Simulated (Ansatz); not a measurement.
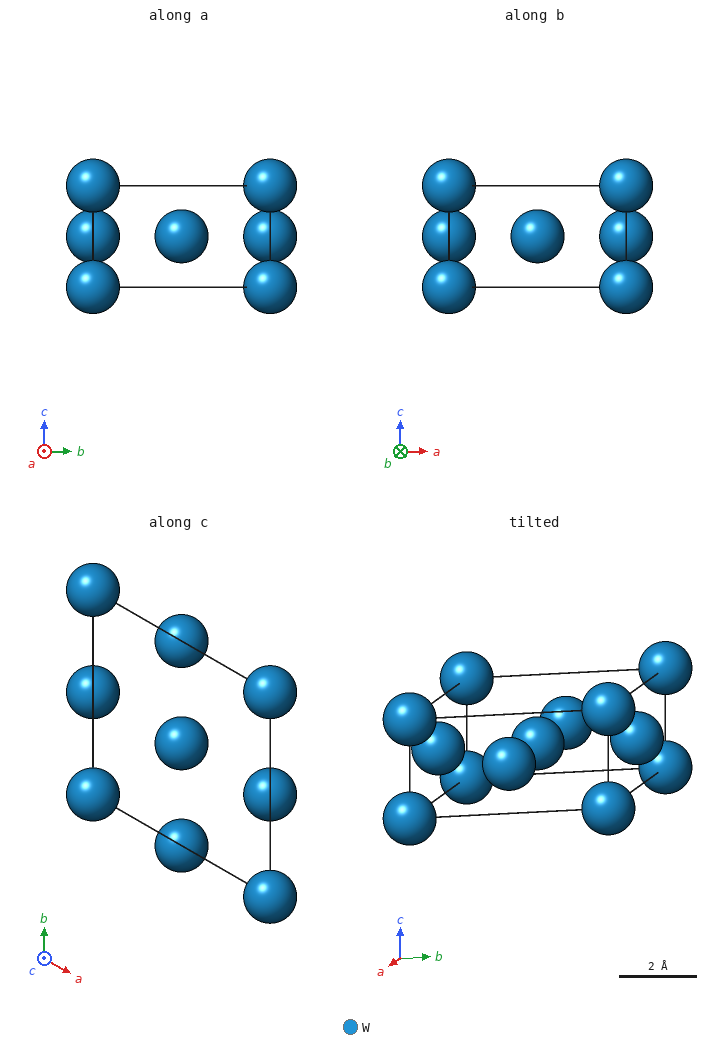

View along the a axis, along the b axis, along the c axis and slightly off an axis, drawn as a spheres-only model. The parallelepiped is the conventional unit cell.

Lattice parameters: a = 5.382 Å, b = 5.382 Å, c = 2.669 Å, α = 90.00°, β = 90.00°, γ = 120.00°. Put a along x and b in the xy plane.

**Write down what is shown as a POSCAR file.**

```
W
1.0
     5.382    0.000    0.000
    -2.691    4.661    0.000
     0.000    0.000    2.669
W
4
Direct
  0.0000 0.0000 0.0000
  0.0000 0.5000 0.5000
  0.5000 0.0000 0.5000
  0.5000 0.5000 0.5000
```

Provenance: a random cell made by a generator, so it need not be a real form of the element. A relaxation with DFT PBE, scalar-relativistic, plane waves, PAW in Ansatz gave the geometry drawn.
